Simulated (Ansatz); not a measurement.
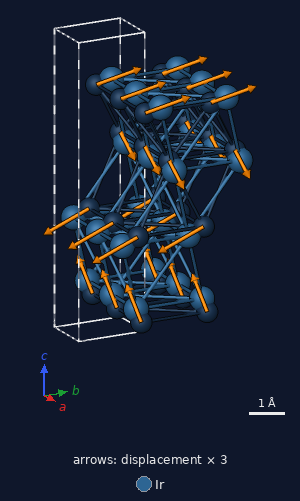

This is a relaxation of solid Ir (set up in P1). The starting structure is drawn faded, the final one solid; orange arrows show the displacements, 3 times their true length.

A ball-and-stick model of the cell of the calculation, repeated 3 × 2 × 1 with one cell outlined, seen slightly off an axis.

Case: a zone-boundary wave of random shape, sigma 0.4 Å; relaxed back.

Theory: DFT r2SCAN, scalar-relativistic, plane waves, PAW (Ansatz). Set-up: plane-wave cutoff 500 eV; k-point mesh 12 × 12 × 4; occupations gaussian; smearing width 0.15 eV; no spin polarisation; atoms relaxed in a fixed cell; force threshold 0.01 eV/Å; at most 80 steps.

What did the optimiser do to the structure, and how much energy did it gain?

Answer. The largest move is that of an Ir atom, 0.53 Å in a general direction near [−2 −3 −1]. The cell stays as it was. Among the contacts that change: Ir–Ir 3.346 → 2.636 Å, Ir–Ir 2.086 → 2.636 Å, Ir–Ir 3.127 → 2.636 Å, Ir–Ir 3.084 → 2.636 Å. New bonds form, among them: Ir–Ir (3.35 → 2.64 Å). The space group (tolerance 0.01 Å) goes from P1 (No. 1) to P-3m1 (No. 164). Over 5 accepted moves (6 points after the start) the energy falls by 1313 meV per atom. Largest force component: 13 eV/Å at the start, 0.0076 eV/Å at the end. 1 step only repeated the SCF at the same geometry.
